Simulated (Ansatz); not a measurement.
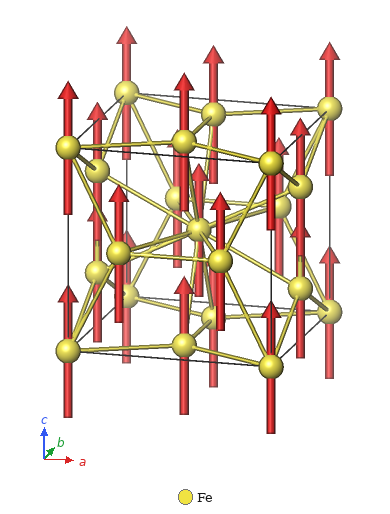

Crystal structure, ball-and-stick style, seen slightly off an axis. The simulation cell is outlined; an atom on or near a face, edge or corner is repeated at each equivalent position. Arrows are the site magnetic moments above 0.25 μB; longer means larger, and red and blue are up and down (without spin-orbit coupling the axis itself is arbitrary).

This is the state reached for Fe. All computed values are from Ansatz, DFT PBEsol, scalar-relativistic, plane waves, PAW. Settings: cutoff 420 eV, an 8×8×8 grid in reciprocal space, Gaussian smearing of 0.1 eV, collinear spins.

> What order do the moments form, and how large are they?

Ferromagnetic (within this cell). Site moments: 8 Fe +1.9 to +2.1 μB. The net spin moment of the whole cell is 16.4 μB.

Origin of the cell: a textbook structure type filled with this element (whether it is the usual form wasn't checked). The structure drawn was relaxed with DFT PBEsol, scalar-relativistic, plane waves, PAW in Ansatz.
